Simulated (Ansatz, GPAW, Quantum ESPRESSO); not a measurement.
# Simulated XPS, UPS and emission spectra of BAs, part 2 of 7

Wanted: projected DOS of BAs, weighted into photoemission and X-ray emission spectra, at several levels of theory.

Ansatz 0.2.0, Quantum ESPRESSO 7.5 and GPAW 26.7.0; DFT, PBE, plane-wave PAW, default files, scalar-relativistic (the session's first sound run).

So far. Step 2 (The base run): At this level the gap is 1.18 eV on the path.

### Step 3. With spin–orbit coupling

This step: DFT, PBE, plane-wave PAW, default files, with spin-orbit coupling (Ansatz 0.2.0).

Spin–orbit coupling splits and shifts levels of heavy atoms, so the bands are solved again with spinors.

Contents of input.yaml:

```yaml
crystal:
  lattice:
    - [0.0, 2.3885, 2.3885]
    - [2.3885, 0.0, 2.3885]
    - [2.3885, 2.3885, 0.0]
  atoms:
    - { symbol: As, position: [0.75, 0.75, 0.75] }
    - { symbol: B, position: [0.0, 0.0, 0.0] }
kpoints:
  mp_grid: { grid: [14, 14, 14] }
  band_path:
    path:
      - [[0.0, 0.0, 0.0], [-0.5, -0.5, 0.0], [-0.375, -0.375, 0.25]]
      - [[-0.375, 0.0, 0.375], [0.0, 0.0, 0.0], [0.0, 0.0, 0.5], [-0.5, -0.25, 0.25], [-0.5, -0.5, 0.0]]
    npoints: 15
scf:
  occupations: { method: fermi_dirac, width: 0.05 }
  n_extra_bands: 16
hamiltonian:
  xc: pbe
  pseudopotentials: { kind: paw_fr }
output:
  forces: true
  stress: true
  dos:
    projected: true
    de: 0.05
    e_range: [-28, 12]
    nscf_kmesh: { grid: [24, 24, 24] }
    method: { smearing: { sigma: 0.08, scheme: gaussian } }
  fatbands: true
magnetization:
  noncollinear: true
  spin_orbit: true
```

Run with:

```console
$ ansatz run input.yaml --threads 4 --pin off --max-ram 8192MiB --backend cpu --events-out ev --progress --plain --runs-dir out
```

Numbers of over 12 decimals in the logs are rounded to 6 here.

What it wrote:

```text
[...]
non-collinear run that drives no moment, with spin-orbit: no starting moment large enough to seed its density (crystal.atoms[].spin), no starting occupations that ask for one, no magnetisation constraint and no magnetic field, so the semilocal B_xc is pinned to zero
Crystal: 2 atoms, lattice volume = 27.252 Å³
Basis set: ecut = 420 eV, 531 PW (Γ), exchange–correlation on 48×48×48 points (8 copies of the dense FFT grid, shifted against one another)
Bands: 34, of which v1, the nominal top of the filled ones, is band 18 counted from 1 (17 counted from 0)
Symmetry: 24 space group operations + 24 with time reversal
[...]
k-points: 104 of 2744 (time reversal used)
Projection manifold: j_resolved (fully-relativistic pseudo-atomic orbitals)
[...]
SCF iter   1: F=—  HF=-5012.867729 eV  |F-HF|=—  |Δ(HF+E_count)|=         —  Δρ=7.81e-2  dr2=2.09e0  dr2_m=0.00e0 (ungated)  ethr=3.10e-3  |M|=0.00e0 ∫|m|=0.00e0 μB  |m|>n=0.0e0 m-floor=0.0e0 τ_xc=0.0e0  β_m=0.30  ⟨swp⟩=6.3  Hψ=22500  notcnv=0  defer=348
[...]
SCF iter   7: F=-5012.226821 eV  HF=-5012.226821 eV  |F-HF|=4.65e-9  |Δ(HF+E_count)|=   1.58e-7  Δρ=6.54e-6  dr2=6.67e-9  dr2_m=0.00e0 (ungated)  ethr=5.56e-10  |M|=0.00e0 ∫|m|=0.00e0 μB  |m|>n=0.0e0 m-floor=0.0e0 τ_xc=0.0e0  ⟨swp⟩=10.0  Hψ=19480  notcnv=0
SCF 1 converged in 7 iterations: F = -5012.226821 eV  dr2 = 6.67e-9
[...]
NSCF: frozen V_eff on 92 k-points
[...]
SCF converged after 7 iterations
Magnetization: |M| = 0.0000 μB,  M = (+0.0000, +0.0000, +0.0000) μB
Absolute magnetization: 0.0000 μB (∫|m|)
  site 0: m = (+0.0000, +0.0000, +0.0000) μB, |m| = 0.0000 μB  (R = 0.85 Å)
  site 1: m = (+0.0000, +0.0000, +0.0000) μB, |m| = 0.0000 μB  (R = 0.85 Å)
Free energy (F): -5012.226821 eV
[...]
Internal energy: -5012.226821 eV  (E = F + TS)
E sigma→0 (E₀):  -5012.226821 eV
Entropy (-TS):   -0.000000 eV (-0.000 meV/atom)
Fermi energy:    11.724890 eV
[...]
--- Stress (GPa, compression-positive) ---
        2.760921      -0.000000      -0.000000
       -0.000000       2.760921       0.000000
       -0.000000       0.000000       2.760921
  P = ⅓ Tr σ = 2.7609 GPa (27.609 kbar)
--- Band table (eV; the first three rows and the last of 104) ---
  k-point 0: bands = [... 14 lower, 11.1899, 11.1899, 11.1899, 11.1899, 14.2655, 14.2655, 14.4792, 14.4792, ... 12 higher]
  k-point 1: bands = [... 14 lower, 10.9023, 10.9023, 11.0250, 11.0261, 14.4632, 14.4632, 14.6330, 14.6330, ... 12 higher]
  k-point 2: bands = [... 14 lower, 10.5155, 10.5155, 10.6502, 10.6521, 14.4790, 14.4790, 15.0517, 15.0517, ... 12 higher]
  k-point 103: bands = [... 14 lower, 5.6327, 5.7695, 5.9840, 6.0012, 15.9458, 15.9740, 16.3727, 16.3727, ... 12 higher]
```

Run time: 16 s. Hardware: 4 threads of Intel Xeon at 2.60GHz (Ice Lake), shared host; peak memory 0.66 GiB; 62 s of CPU time.

This step gave:

```
free energy                  : -5012.2268 eV
Fermi energy                 : 11.72 eV
pressure                     : 2.761 GPa
gap on the k-mesh            : 1.141 eV
gap on the path              : 1.120 eV
least direct gap on the path : 3.076 eV
```

Electronic bands along the path, in eV, zero at the valence-band maximum; v1 is the highest filled band, c1 the lowest empty one:

| point | v4 | v3 | v2 | v1 | c1 | c2 | c3 | c4 |
| --- | --- | --- | --- | --- | --- | --- | --- | --- |
| Γ | 0.00 | 0.00 | 0.00 | 0.00 | 3.08 | 3.08 | 3.29 | 3.29 |
| X | -4.21 | -4.21 | -4.08 | -4.08 | 1.38 | 1.38 | 1.39 | 1.39 |
| U | -6.06 | -5.96 | -3.55 | -3.54 | 1.98 | 1.99 | 5.47 | 5.50 |
| jump to K | -6.06 | -5.96 | -3.55 | -3.54 | 1.98 | 1.99 | 5.47 | 5.50 |
| Γ | 0.00 | 0.00 | 0.00 | 0.00 | 3.08 | 3.08 | 3.29 | 3.29 |
| L | -1.96 | -1.96 | -1.81 | -1.81 | 2.62 | 2.62 | 4.69 | 4.69 |
| W | -5.63 | -5.48 | -5.25 | -5.24 | 5.20 | 5.21 | 5.88 | 5.88 |
| X | -4.21 | -4.21 | -4.08 | -4.08 | 1.38 | 1.38 | 1.39 | 1.39 |

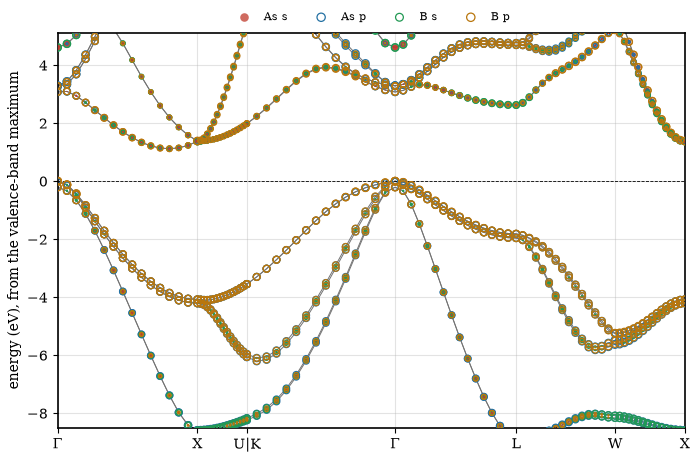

Electronic bands along the path; dots are coloured as in the legend, and their area grows with the weight.

The DOS has structure finer than the step of the table below, so its rows give means over 2 eV, whole bins alone (the curve runs from -17.1 to 12.5 eV). Peaks (eV: height): total -8.1: 1.65, 3.3: 1.52, 4.6: 1.69, 11.5: 1.49; As 4p -8.1: 0.836, -4.1: 0.630, -3.5: 0.592, 4.6: 0.636; B 2p -4.1: 0.556, -3.5: 0.545, 3.3: 0.572, 4.6: 0.538; As 4s -12.5: 0.479, -12.2: 0.452, -11.3: 0.502, 3.3: 0.225; B 2s -12.5: 0.133, -8.1: 0.568, 3.1: 0.253, 5.1: 0.225.

Table of DOS by E, zero at the valence-band maximum; means over each step; values in states/eV/cell:

| E (eV) | total | As 4p | B 2p | As 4s | B 2s | As 3d |
| --- | --- | --- | --- | --- | --- | --- |
| -16 | 0.0266 | 0.00128 | 0.00169 | 0.0143 | 0.00919 | 1.0e-7 |
| -14 | 0.332 | 0.0354 | 0.0583 | 0.162 | 0.0739 | 3.0e-5 |
| -12 | 0.641 | 0.0380 | 0.162 | 0.370 | 0.0690 | 1.4e-4 |
| -10 | 3.1e-4 | 9.7e-6 | 9.6e-5 | 2.0e-4 | 4.9e-6 | 4.0e-8 |
| -8 | 0.630 | 0.314 | 0.0906 | 0.0356 | 0.186 | 4.2e-4 |
| -6 | 0.547 | 0.269 | 0.181 | 0.0353 | 0.0590 | 3.5e-4 |
| -4 | 1.01 | 0.494 | 0.441 | 0.0249 | 0.0464 | 8.1e-4 |
| -2 | 0.734 | 0.349 | 0.356 | 0.00843 | 0.0157 | 8.0e-4 |
| 0 | 0.0777 | 0.0342 | 0.0413 | 4.5e-4 | 8.5e-4 | 1.2e-4 |
| 2 | 0.459 | 0.104 | 0.161 | 0.0561 | 0.0800 | 4.8e-4 |
| 4 | 1.18 | 0.321 | 0.425 | 0.118 | 0.143 | 0.00101 |
| 6 | 1.11 | 0.344 | 0.363 | 0.0799 | 0.105 | 6.0e-4 |
| 8 | 0.868 | 0.265 | 0.251 | 0.0387 | 0.0804 | 3.4e-4 |
| 10 | 0.790 | 0.161 | 0.151 | 0.0170 | 0.0374 | 1.9e-4 |

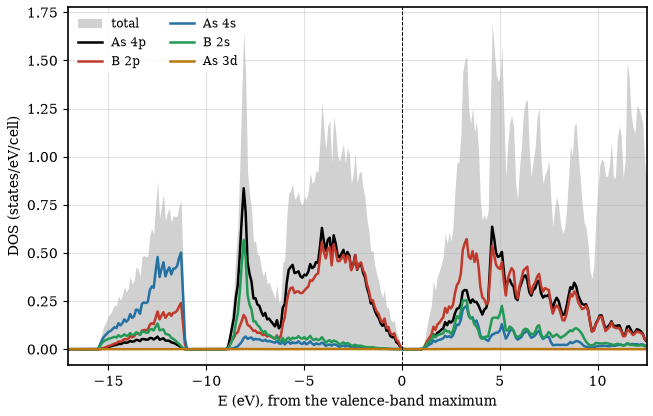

DOS, plotted against E.

Maxima picked by a test of local sharpness, so broad peaks and shoulders can be missing; peaks within 0.45 eV of a curve's cut are left out. Valence peaks, by row:

| photon energy (eV) | binding energy (eV) | height (% of the maximum within 13 eV) | main shell | its share (%) |
| --- | --- | --- | --- | --- |
| 21.2 | 8.064 | 76.41 | As 4p | 59.13 |
| 21.2 | 3.764 | 100 | As 4p | 48.91 |
| 60 | 12.36 | 64.16 | As 4s | 41.77 |
| 60 | 8.064 | 100 | B 2s | 80.23 |
| 60 | 4.064 | 63.55 | B 2p | 68.12 |
| 60 | 3.764 | 62.66 | B 2p | 71.04 |
| 250 | 12.31 | 78.36 | As 4s | 75.46 |
| 250 | 8.064 | 100 | B 2s | 47.22 |
| 250 | 5.314 | 51.76 | As 4p | 63.91 |
| 250 | 4.064 | 64.05 | As 4p | 71.3 |
| 1487 | 12.21 | 100 | As 4s | 90.67 |
| 1487 | 8.064 | 85.84 | As 4p | 71.5 |
| 1487 | 5.364 | 59.5 | As 4p | 80.67 |
| 1487 | 4.014 | 75.8 | As 4p | 87.71 |
| 5415 | 12.16 | 100 | As 4s | 96.66 |
| 5415 | 8.014 | 41.83 | As 4p | 60.27 |
| 5415 | 5.364 | 30.06 | As 4p | 66.47 |
| 5415 | 4.064 | 35.69 | As 4p | 77.19 |

Spectra as before, but with a recipe of its own (widths, and in some runs the light), which changes peak heights and what is resolved: Gaussian 0.2 eV, Lorentzian 0.1 eV plus 0.03 times the binding energy, linear light, analyser at 0°, Fermi edge at 77 K; some photon energies differ too.

Side by side:

| quantity | this run | base run | difference |
| --- | --- | --- | --- |
| gap on the path (eV) | 1.1198 | 1.1842 | -0.0644 |
| least direct gap on the path (eV) | 3.0756 | 3.281 | -0.205 |
| gap on the k-mesh (eV) | 1.1414 | 1.2058 | -0.0644 |

One result that differs is the least direct gap on the path, 3.08 eV against 3.28 eV.

### Step 4. With LDA

This step: DFT, LDA, plane-wave PAW, default files, scalar-relativistic (Ansatz 0.2.0).

The run is repeated with LDA on the same cell, to see how much the levels hang on the functional.

input.yaml, the sections that differ from step 3:

```yaml
scf:
  occupations: { method: fermi_dirac, width: 0.05 }
  n_extra_bands: 8
hamiltonian:
  xc: lda
  pseudopotentials: { kind: paw }
output:
  forces: true
  stress: true
  dos:
    projected: true
    de: 0.05
    e_range: [-28, 12]
    nscf_kmesh: { grid: [24, 24, 24] }
  fatbands: true
# crystal, kpoints: as in step 3
# magnetization: removed
```

What it wrote:

```text
[...]
Crystal: 2 atoms, lattice volume = 27.252 Å³
Basis set: ecut = 420 eV, 531 PW (Γ)
Bands: 17, of which v1, the nominal top of the filled ones, is band 9 counted from 1 (8 counted from 0)
Symmetry: 24 space group operations
[...]
k-points: 104 of 2744 (time reversal used)
[...]
SCF iter   1: F=—  HF=-4923.524345 eV  |F-HF|=—  |Δ(HF+E_count)|=         —  Δρ=7.23e-3  dr2=1.46e-2  ethr=1.77e-3  ⟨swp⟩=5.3  Hψ=9615  notcnv=0  defer=6
[...]
SCF iter   6: F=-4923.519550 eV  HF=-4923.519550 eV  |F-HF|=2.75e-10  |Δ(HF+E_count)|=   9.01e-9  Δρ=3.42e-6  dr2=1.44e-9  ethr=5.56e-10  ⟨swp⟩=7.7  Hψ=7840  notcnv=0
SCF 1 converged in 6 iterations: F = -4923.519550 eV  dr2 = 1.44e-9
[...]
SCF converged after 6 iterations
Free energy (F): -4923.519550 eV
[...]
Internal energy: -4923.519550 eV  (E = F + TS)
E sigma→0 (E₀):  -4923.519550 eV
Entropy (-TS):   -0.000000 eV (-0.000 meV/atom)
Fermi energy:    11.392734 eV
[...]
--- Stress (GPa, compression-positive) ---
       -3.925445       0.000000      -0.000000
       -0.000000      -3.925445       0.000000
       -0.000000       0.000000      -3.925445
  P = ⅓ Tr σ = -3.9254 GPa (-39.254 kbar)
--- Band table (eV; the first three rows and the last of 104) ---
  k-point 0: bands = [... 5 lower, -4.5510, 10.8404, 10.8404, 10.8404, 14.0937, 14.0937, 14.0937, 15.4873, ... 4 higher]
  k-point 1: bands = [... 5 lower, -4.4673, 10.0430, 10.6756, 10.6756, 14.2196, 14.3100, 14.3100, 15.9601, ... 4 higher]
  k-point 2: bands = [... 5 lower, -4.2185, 8.4633, 10.3007, 10.3007, 14.1592, 14.8014, 14.8014, 17.0507, ... 4 higher]
  k-point 103: bands = [... 5 lower, -0.2850, 2.8841, 5.4131, 5.6869, 15.6271, 15.9957, 18.2727, 18.3279, ... 4 higher]
```

It took 3.6 s on 4 threads; peak memory 0.42 GiB.

This step gave:

```yaml
free_energy: -4923.5196 eV
fermi_energy: 11.39 eV
pressure: -3.925 GPa
gap_on_the_k_mesh: 1.149 eV
share_of_occupied_states_in_no_projected_shell: 0.0039 of the occupied states in the window
gap_on_the_path: 1.129 eV
least_direct_gap_on_the_path: 3.253 eV
```

Electronic bands along the path, in eV, zero at the valence-band maximum; v1 is the highest filled band, c1 the lowest empty one:

| point | v4 | v3 | v2 | v1 | c1 | c2 | c3 | c4 |
| --- | --- | --- | --- | --- | --- | --- | --- | --- |
| Γ | -15.39 | 0.00 | 0.00 | 0.00 | 3.25 | 3.25 | 3.25 | 4.65 |
| X | -11.28 | -8.41 | -4.07 | -4.07 | 1.34 | 1.43 | 11.25 | 11.25 |
| U | -11.31 | -8.03 | -5.96 | -3.48 | 1.99 | 5.48 | 9.15 | 9.66 |
| jump to K | -11.31 | -8.03 | -5.96 | -3.48 | 1.99 | 5.48 | 9.15 | 9.66 |
| Γ | -15.39 | 0.00 | 0.00 | 0.00 | 3.25 | 3.25 | 3.25 | 4.65 |
| L | -12.54 | -8.74 | -1.81 | -1.81 | 2.67 | 4.76 | 4.76 | 8.72 |
| W | -11.12 | -7.92 | -5.50 | -5.20 | 5.20 | 5.85 | 6.71 | 7.05 |
| X | -11.28 | -8.41 | -4.07 | -4.07 | 1.34 | 1.43 | 11.25 | 11.25 |

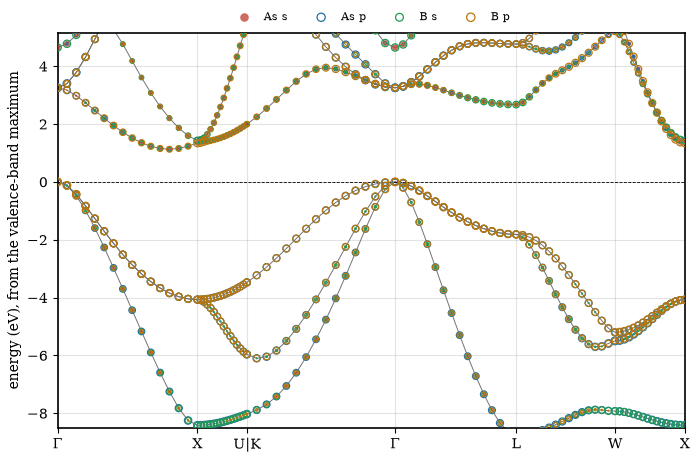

Electronic bands along the path; dots are coloured as in the legend, and their area grows with the weight.

Maxima picked by a test of local sharpness, so broad peaks and shoulders can be missing; peaks within 0.45 eV of a curve's cut are left out. Valence peaks, by row:

| photon energy (eV) | binding energy (eV) | height (% of the maximum within 13 eV) | main shell | its share (%) |
| --- | --- | --- | --- | --- |
| 21.2 | 7.893 | 59.3 | As 4p | 58.53 |
| 21.2 | 3.693 | 100 | B 2p | 51.65 |
| 100 | 12.24 | 72.31 | As 4s | 57.65 |
| 100 | 7.893 | 100 | B 2s | 65.95 |
| 100 | 3.843 | 75.19 | B 2p | 39.75 |
| 1254 | 12.09 | 97.8 | As 4s | 89.1 |
| 1254 | 7.843 | 92.74 | As 4p | 72.58 |
| 1254 | 3.793 | 100 | As 4p | 88.83 |
| 1487 | 12.09 | 100 | As 4s | 90.09 |
| 1487 | 7.843 | 89.22 | As 4p | 73.02 |
| 1487 | 3.843 | 96.76 | As 4p | 88.71 |
| 8048 | 12.04 | 100 | As 4s | 96.97 |
| 8048 | 7.843 | 40.07 | As 4p | 59.75 |
| 8048 | 3.893 | 40.36 | As 4p | 77.89 |

Spectra as before, but with a recipe of its own (widths, and in some runs the light), which changes peak heights and what is resolved: Gaussian 0.1 eV, Lorentzian 0.05 eV plus 0.08 times the binding energy, unpolarised light, analyser at 54.7°, Fermi edge at 300 K; some photon energies differ too.

Side by side:

| quantity | this run | base run | difference |
| --- | --- | --- | --- |
| gap on the path (eV) | 1.1295 | 1.1842 | -0.0547 |
| least direct gap on the path (eV) | 3.2533 | 3.281 | -0.0277 |
| gap on the k-mesh (eV) | 1.1488 | 1.2058 | -0.0570 |

One result that differs is the gap on the k-mesh, 1.15 eV against 1.21 eV.

At this level the gap is 1.13 eV on the path.

(Continued in part 3 of 7.)

[Logs are printed without paths, hosts, clocks, repeated set-up lines and the standing remarks that a program may print on its own settings, such as how far it seeks lower states.]

[Hosts, paths, dates, database ids (printed as entryN), source tags and the programs' standing remarks are cut or masked in the printed files.]

[Maps of the electrostatic potential energy from Ansatz leave out the sawtooth potential of an applied field or a dipole correction, so their vacuum need not be flat; work functions include it.]

[Peak lists hold at most the 14 tallest peaks of each spectrum; further lines can be left out.]
